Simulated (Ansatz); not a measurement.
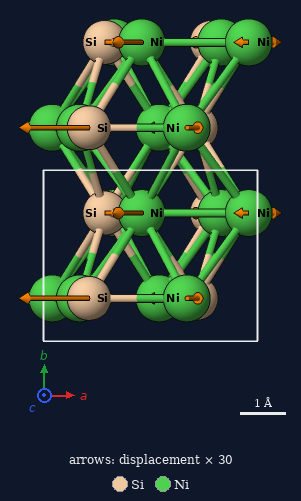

This is a relaxation of solid SiNi2 (set up in P2_1/m). The starting structure is drawn; orange arrows show the displacements (the part carried along by the change of the cell is left out), magnified 30 times.

Style: ball-and-stick. Shown: the cell of the calculation, reduced to other axes, repeated 1 × 2 × 1 with one cell outlined, along the c axis. Lengths and directions refer to the drawn axes.

Case: film's bulk on the substrate's plane, third vector and atoms relaxed.

Computed with DFT PBE, scalar-relativistic, plane waves, PAW in Ansatz. Settings: plane-wave cutoff 420 eV; k-point mesh 9 × 3 × 12; occupations gaussian; smearing width 0.1 eV; no spin polarisation; cell relaxed at fixed a, b, gamma; force threshold 0.01 eV/Å; at most 50 steps.

> What happened in the run?

The largest moves relative to the cell, 0.060 Å, are those of Si atoms. By element the largest moves are Si 0.060 Å, Ni 0.049 Å. Cell: a 4.859 → 4.853 Å (−0.1 %), b unchanged at 3.868 Å, c 7.009 → 7.030 Å (+0.3 %). Volume +0.2 %. Among the contacts that change: Ni–Si 2.693 → 2.616 Å, Ni–Si 2.644 → 2.579 Å, Ni–Si 2.274 → 2.339 Å, Ni–Si 2.225 → 2.284 Å. The space group stays P2_1/m (No. 11). Over 4 accepted moves (5 points after the start) the energy falls by 5.7 meV per atom. Largest force component: 0.49 eV/Å at the start, 0.00047 eV/Å at the end. Pressure: 1.83 GPa at the start and 0.63 GPa at the end. At 1 point the geometry stayed and the basis and grid were re-selected for the new cell (energy shift of less than 0.05 meV per atom at most each time).

Limits of the set-up: an element that often carries a moment was run without spin polarisation.
